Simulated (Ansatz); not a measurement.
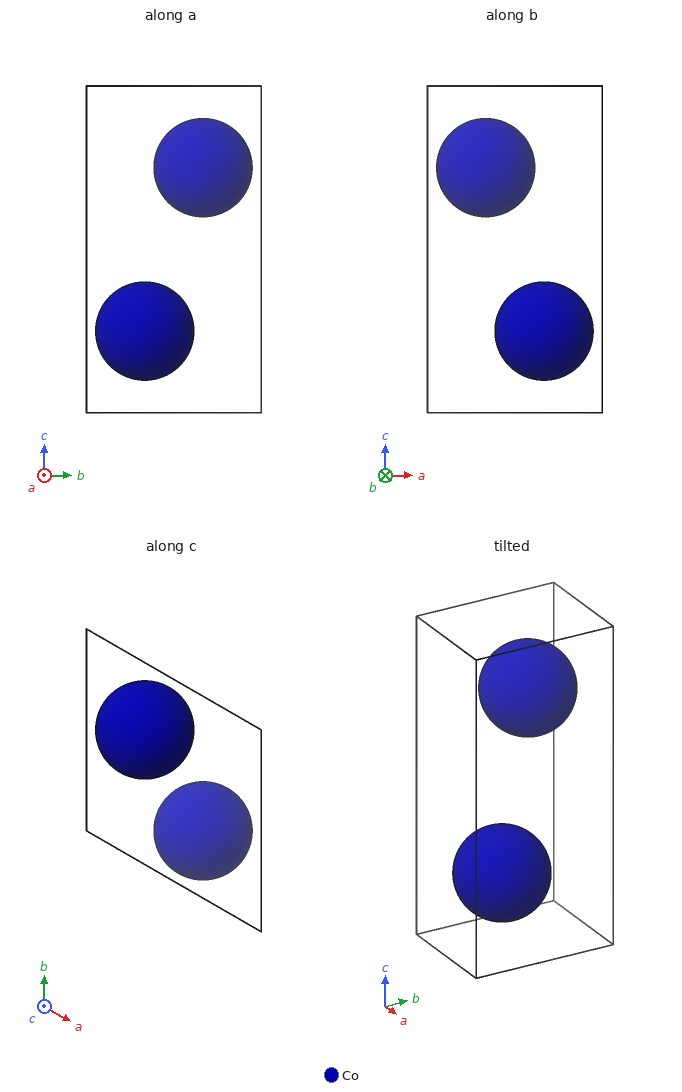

Figure: spheres-only view along the a axis, along the b axis, along the c axis and slightly off an axis. One conventional unit cell is framed, with atoms on its boundary repeated.

Lattice parameters: a = 2.510 Å, b = 2.510 Å, c = 4.063 Å, α = 90.00°, β = 90.00°, γ = 120.00°.

Convert the drawing into a table of Wyckoff sites.

Space group P6_3/mmc (No. 194).
```json
{"atom": "Co", "site": "2d", "x": "0.3333", "y": "0.6667", "z": "0.7500"}
```

The structure comes from a structure type filled with this element by a generator (whether the element takes this form wasn't checked). Earlier steps of the study may have refined or changed the cell and positions. It was the input of a calculation with Ansatz.
